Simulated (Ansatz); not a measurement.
# Single-point calculation of ZrO2

System: ZrO2 (6 atoms in the cell).
Method: DFT, PBE, plane waves, PAW, no spin polarisation (Ansatz 0.2.0).

The structure derives from an entry of the Crystallography Open Database. The geometry comes from this level: r2SCAN (a point of a series of volumes). It belongs to a series of runs on one base structure; here: volume +8%. Figures and captions count atoms from 1; the log counts them from 0 in places.

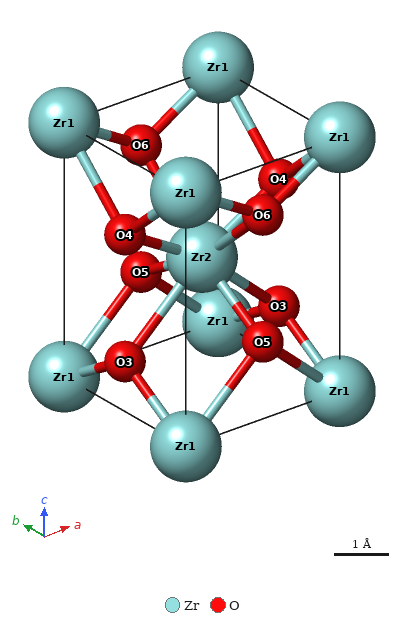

Figure 1. The structure (ball-and-stick view of the cell of the calculation, seen at an oblique angle; atoms are numbered from 1 in the order of the input).

**Input file**
```yaml
crystal:
  lattice:
    - [3.694601361, 0.0, 0.0]
    - [0.0, 3.694601361, 0.0]
    - [0.0, 0.0, 5.363015086]
  atoms:
    - { symbol: Zr, position: [0.0, 0.0, 0.0] }
    - { symbol: Zr, position: [0.5, 0.5, 0.5] }
    - { symbol: O, position: [0.0, 0.5, 0.1969684604] }
    - { symbol: O, position: [0.0, 0.5, 0.6969684604] }
    - { symbol: O, position: [0.5, 0.0, 0.3030315396] }
    - { symbol: O, position: [0.5, 0.0, 0.8030315396] }
kpoints:
  mp_grid: { grid: [4, 4, 2] }
hamiltonian:
  xc: pbe
scf:
  occupations: { method: fermi_dirac, width: 0.02 }
  n_extra_bands: 5
output:
  forces: true
  stress: true
  eigenvalues: true
basis:
  ecutwfc: 260
```

Run as:
```bash
ansatz run input.yaml --threads 2 --pin off --max-ram 3686MiB --backend cpu --events-out ev --progress --plain --runs-dir out
```

**The program's output**
```
Warning: basis.ecutwfc = 260 eV is below the records' recommended 420 eV, and the density's cutoff is lower with it unless basis.ecutrho_ratio is high enough to keep the records' density cutoff: compare with a run at a higher cutoff
scf.n_extra_bands = 5 over 24 filled bands (N_el = 48.0): the run solves 29 bands
Engine: ansatz 0.2.0, aarch64-unknown-linux-gnu
Pseudopotentials: kind: paw
Pseudopotential: Zr, paw, valence charge 12, recommended cutoff 420 eV (normal), Zr.paw.azcp
Pseudopotential: O, paw, valence charge 6, recommended cutoff 420 eV (normal), O.paw.azcp
Functional definition: PBE
  parameter kappa = 0.804
  parameter beta = 0.06672455060314922
  exchange = pbe_x(kappa = kappa, mu = beta*pi^2/3)
  correlation = pbe_c(beta = beta)
Crystal: 6 atoms, lattice volume = 73.206 Å³
Basis set: ecut = 260 eV, 683 PW (Γ), exchange–correlation on 40×40×60 points (8 copies of the dense FFT grid, shifted against one another)
Bands: 29, of which v1, the nominal top of the filled ones, is band 24 counted from 1 (23 counted from 0)
Symmetry: 16 space group operations
Space group: P42/nmc (ITA 137), of the structure as read, at distance tolerance 4.2e-5 Å
k-points: 12 of 32
Non-local potential: Zr, projectors of the file, l = 0: 3, l = 1: 2, l = 2: 2, l = 3: 2
Non-local potential: O, projectors of the file, l = 0: 2, l = 1: 2, l = 2: 1
PAW form: soft (Blöchl's): semilocal exchange-correlation on the pseudo side does not see the compensation charge
PAW one-centre angular grid: Zr, 590 points (default); XC on 64 Gauss nodes
PAW one-centre angular grid: O, 110 points (default); XC on 64 Gauss nodes
Initial density: superposition of atomic densities (neutral atoms: chi_scale 0, normalization atom), corrected by the library's trained network
Initial wavefunctions: pseudopotential atomic-orbital guess
Functional: x = pbe(κ = 0.804, μ = 0.2195149727645171), c = pbe(β = 0.06672455060314922)
SCF iter   1: F=—  HF=-10641.935318 eV  |F-HF|=—  |Δ(HF+E_count)|=         —  Δρ=4.65e-2  dr2=5.38e-1  ethr=1.77e-3  ⟨swp⟩=4.5  Hψ=1384  notcnv=0
preconditioner: auto → Resta (q_TF=auto, 2.543 Å⁻¹)  ε∞=4.3  [insulator: Δε(μ)=3.572 eV  Ē_g=15.957 eV  σ=0.020 eV  W_gap=1.00  n_scr=20 (ndim 8)  ℏωp=28.8 eV  f_vac=0.028  D(μ)=0.00/eV (n_scr^D=0)  ε∞_Penn≈4.3]
SCF iter   2: F=—  HF=-10641.844325 eV  |F-HF|=—  |Δ(HF+E_count)|=   9.10e-2  Δρ=1.70e-2  dr2=9.77e-2  ethr=1.12e-3  ⟨swp⟩=2.0  Hψ=675  notcnv=0  defer=12
SCF iter   3: F=—  HF=-10641.845432 eV  |F-HF|=—  |Δ(HF+E_count)|=   1.11e-3  Δρ=9.45e-3  dr2=1.26e-2  ethr=2.04e-4  ⟨swp⟩=2.0  Hψ=519  notcnv=0  defer=12
SCF iter   4: F=—  HF=-10641.852162 eV  |F-HF|=—  |Δ(HF+E_count)|=   6.73e-3  Δρ=1.23e-3  dr2=2.08e-4  ethr=2.62e-5  ⟨swp⟩=2.0  Hψ=528  notcnv=0  defer=12
SCF iter   5: F=—  HF=-10641.852389 eV  |F-HF|=—  |Δ(HF+E_count)|=   2.26e-4  Δρ=1.07e-4  dr2=3.38e-6  ethr=4.34e-7  ⟨swp⟩=2.8  Hψ=655  notcnv=0  defer=12
SCF iter   6: F=—  HF=-10641.852377 eV  |F-HF|=—  |Δ(HF+E_count)|=   1.17e-5  Δρ=1.46e-5  dr2=2.03e-7  ethr=7.05e-9  ⟨swp⟩=2.8  Hψ=657  notcnv=0  defer=12
SCF iter   7: F=-10641.852377 eV  HF=-10641.852377 eV  |F-HF|=1.46e-8  |Δ(HF+E_count)|=   2.23e-7  Δρ=3.80e-6  dr2=1.57e-8  ethr=2.08e-10  ⟨swp⟩=8.1  Hψ=1240  notcnv=0
SCF 1 converged in 7 iterations: F = -10641.852377 eV  dr2 = 1.57e-8
  greatest PAW one-centre occupation: 1.005 electrons in one spin orbital (limit 2), on the Zr atom at site 1 (counted from 0), in its partial waves of l = 0
```

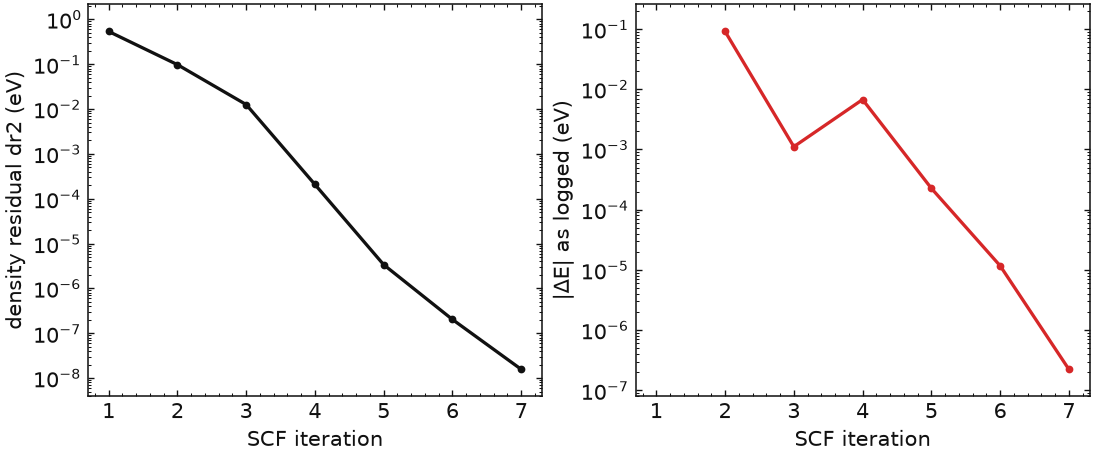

Figure 2. Convergence of the self-consistent field: density residual dr2 and size of the energy change against the SCF iteration. The residual falls at every step.

```
SCF converged after 7 iterations
Free energy (F): -10641.852377 eV
Harris-Foulkes:  -10641.852377 eV  (|F-HF|=1.46e-8)
Internal energy: -10641.852377 eV  (E = F + TS)
E sigma→0 (E₀):  -10641.852377 eV
Fermi energy:    11.821873 eV
--- Per-component energies (eV) ---
  E_band       = -204.659885
  E_kinetic    = 1385.522322
  E_local      = -2459.532254  (includes V_loc(G=0)·N_el)
  E_nonlocal   = 319.327962
  E_hartree    = 805.034744
  E_xc         = -627.322631
  E_vxc        = -769.793047  (∫ρ·V_xc dr)
  E_paw        = -6528.472225  (= ΣΔE_a)
  E_vpaw       = -290.310861  (= ΣTr[D̂ρ^β])
  E_aug_tail   = 0.053095  (compensation charges beyond the density's cutoff)
  E_ewald      = -3536.463390
  E_smearing   = -0.000000  (= −TS)
  E_closure    = 0.000000  (closes the sum)
  Σ components = -10641.852377   (vs F -10641.852377, Δ=0.00e0)
--- Forces (eV/Å), atoms counted from 1 ---
  atom   1  Zr     0.00000000     0.00000000     0.00000000
  atom   2  Zr     0.00000000     0.00000000     0.00000000
  atom   3  O      0.00000000     0.00000000    -0.67507253
  atom   4  O      0.00000000     0.00000000    -0.67507253
  atom   5  O      0.00000000     0.00000000     0.67507253
  atom   6  O      0.00000000     0.00000000     0.67507253
  max |Σ_I F_I| component: 0.00e0 eV/Å
--- Stress (GPa, compression-positive) ---
      -13.747814       0.000000       0.000000
        0.000000     -13.747814       0.000000
        0.000000       0.000000      -9.486435
  P = ⅓ Tr σ = -12.3274 GPa (-123.274 kbar)
--- Band table (eV; the first three rows and the last of 12) ---
  k-point 0: bands = ["-37.9471", "-37.9135", "-16.2661", "-15.8703", "-15.8703", "-15.8185", "-15.7717", "-15.7717", "-7.4932", "-6.4047", "-6.0339", "-5.6578", "5.5188", "5.7387", "5.9073", "5.9073", "7.7160", "7.7160", "8.6857", "8.6857", "9.2787", "9.7571", "9.8854", "9.8854", "13.7196", "14.2171", "14.7472", "14.8672", "15.8515"]
  k-point 1: bands = ["-37.9310", "-37.9310", "-16.0529", "-16.0529", "-15.8247", "-15.8247", "-15.8204", "-15.8204", "-6.8047", "-6.8047", "-6.0429", "-6.0429", "6.3881", "6.3881", "6.6555", "6.6555", "7.0859", "7.0859", "7.4886", "7.4886", "9.3207", "9.3207", "9.8863", "9.8863", "14.1897", "14.1897", "14.7156", "14.7156", "17.5538"]
  k-point 2: bands = ["-37.9360", "-37.9145", "-16.1802", "-16.0259", "-15.9470", "-15.8519", "-15.8455", "-15.7780", "-7.0868", "-6.3012", "-6.0721", "-5.8103", "5.6054", "5.9249", "6.2429", "6.9177", "7.3209", "7.7606", "8.2062", "8.3357", "9.0540", "9.2328", "9.6975", "9.8235", "14.3316", "14.4170", "14.5025", "14.8232", "16.2325"]
  k-point 11: bands = ["-37.9099", "-37.9099", "-16.1310", "-16.1310", "-16.1310", "-16.1310", "-15.9110", "-15.9110", "-6.0478", "-6.0478", "-6.0478", "-6.0478", "6.0571", "6.0571", "6.3442", "6.3442", "8.2536", "8.2536", "8.2536", "8.2536", "8.5202", "8.5202", "9.8059", "9.8059", "14.6715", "14.6715", "15.2012", "15.2012", "15.7099"]
```

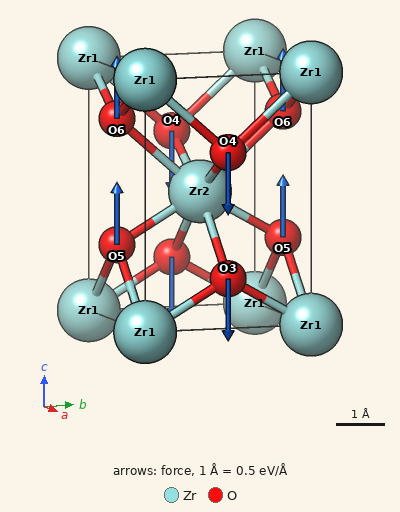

Figure 3. Forces on the atoms as blue arrows (ball-and-stick view of the cell of the calculation, seen slightly off an axis; atoms are numbered from 1 in the order of the input). The largest act on all 4 O atoms (0.68 eV/Å). The geometry is not a stationary point of this energy.

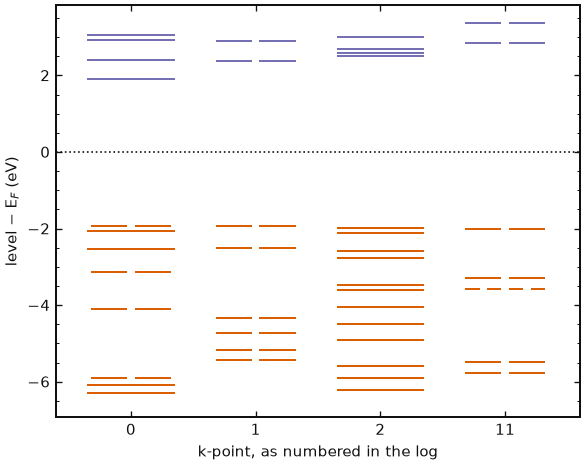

Figure 4. Kohn–Sham levels near the Fermi level (dotted) at the few k-points that the log prints; levels within 0.02 eV of each other stand side by side. Among these points the highest filled and lowest empty levels are 3.83 eV apart, which is the gap on the mesh.

**Results in brief**

| quantity | value |
| --- | --- |
| outcome | converged |
| space group (tolerance 0.01 Å) | P4₂/nmc (137) |
| electrons treated | 48 |
| free energy | −10641.8524 eV |
| Fermi energy | 11.822 eV |
| gap on the k-point mesh | 3.83 eV |
| pressure | −12.33 GPa |
| largest force (length of the vector) | 0.675 eV/Å |
| hardware | 2 threads of Arm Neoverse V1, 24 GiB of memory available, shared host |
| wall time | 0.63 s (CPU time 1.1 s) |
| peak memory | 0.28 GiB |

**Notes**

Warnings of the run: the cutoff is below the recommended one.
